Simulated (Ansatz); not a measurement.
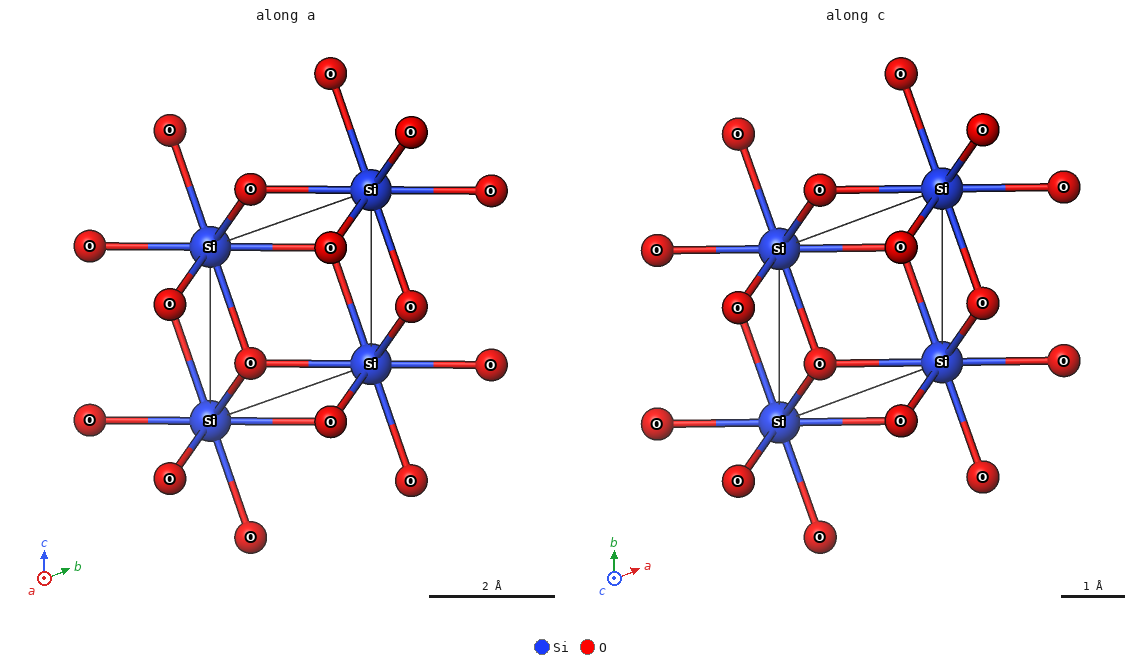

We look at a ball-and-stick model of the crystal along the a axis and along the c axis. The simulation cell is drawn as a box. A few atoms beyond the faces are included.

Here is the input:
```yaml
crystal:
  lattice:
    - [0.035773872, 2.2641691115, 2.2641691115]
    - [2.2641691115, 0.035773872, 2.2641691115]
    - [2.2999429835, 2.2999429835, 0.0]
  atoms:
    - { symbol: Si, position: [0.0, 0.0, 0.0] }
    - { symbol: O, position: [0.2511522205, 0.2511522205, 0.2488477795] }
    - { symbol: O, position: [0.7488477795, 0.7488477795, 0.7511522205] }
kpoints:
  mp_grid: { grid: [10, 10, 10] }
  band_path:
    path:
      - [0.0, 0.0, 0.0]
      - [0.5, 0.0, 0.5]
      - [0.625, 0.25, 0.625]
      - [0.375, 0.375, 0.75]
      - [0.5, 0.5, 0.5]
      - [0.5, 0.25, 0.75]
    npoints: 1
hamiltonian:
  xc: pbe
scf:
  occupations: { method: fermi_dirac, width: 0.02 }
  n_extra_bands: 4
output:
  forces: true
  stress: true
  eigenvalues: true
```

Computational set-up: DFT, PBE, plane waves, PAW in Ansatz, cutoff 420 eV, 10×10×10 k-mesh, Fermi-Dirac smearing of 0.02 eV, no spin polarisation.

### What is the band gap, if any?

A semiconductor at this level, with a gap of 2.11 eV, direct.

### Under what pressure is the structure?

The computed pressure is 10.2 GPa (compressed: it would expand).

Starting structure: a structure type filled with these elements by a generator (whether the compound takes this form wasn't checked). The cell was then strained or its atoms displaced on purpose. It went into a calculation with Ansatz.

At this level of theory the cell isn't at rest (compressed, at 10 GPa), so its distances can differ from those at equilibrium, the more so the softer the solid.
